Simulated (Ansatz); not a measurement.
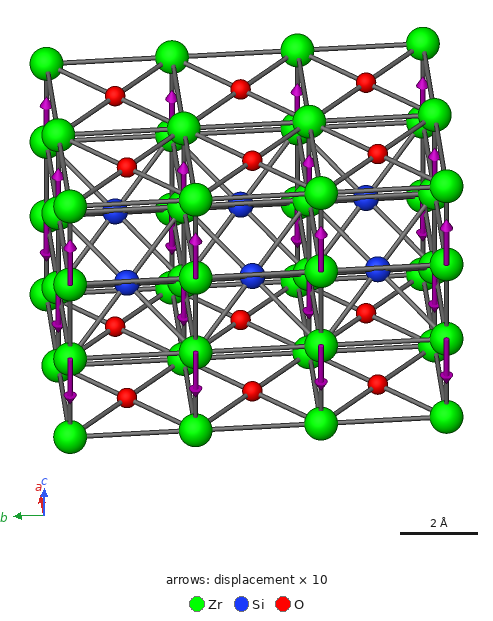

A relaxation of crystalline Zr3SiO (a generated structure, set up in P4/mmm) (coarse preliminary run). The starting structure is drawn; purple arrows show the displacements (the part carried along by the change of the cell is left out), 10 times their true length.

Style: ball-and-stick. Shown: the cell of the calculation, repeated 2 × 3 × 1 with one cell outlined, from a free direction.

Level of theory: Ansatz, DFT PBE, scalar-relativistic, plane waves, PAW. (plane-wave cutoff 420 eV; k-point mesh 6 × 6 × 4; occupations gaussian; smearing width 0.1 eV; no spin polarisation; cell and atoms relaxed; force threshold 0.04 eV/Å; at most 70 steps)

**Which element moves most?**

Zirconium: up to 0.14 Å, against 0.00 Å for silicon.

**What happened in the run?**

Over 10 accepted moves (13 points after the start) the energy falls by 3.700 eV per cell of the calculation. Largest force component: 0.98 eV/Å at the start, 0.0093 eV/Å at the end. The pressure goes from 27.21 to −0.28 GPa. The line search rejected the trial step at point 7 of the run. The SCF was repeated twice at an unchanged geometry on a basis and grid sized afresh for the cell, which shifted the energy by 0.316 eV per cell of the calculation at most. The largest moves relative to the cell, 0.14 Å, are those of Zr atoms. Si and O stay in place. The drawn cell changes as follows: a = b 3.277 → 3.064 Å (−6.5 %), c 7.287 → 10.159 Å (+39.4 %); the volume changes by +21.9 %. Near-neighbour distances that change, for instance: Zr–Zr 2.354 → 3.570 Å, Zr–Zr 2.467 → 3.295 Å, Zr–Zr 3.277 → 3.064 Å, Si–Zr 2.599 → 2.807 Å. Bonds break: Zr–Zr (2.35 → 3.57 Å). The space group stays P4/mmm (No. 123).
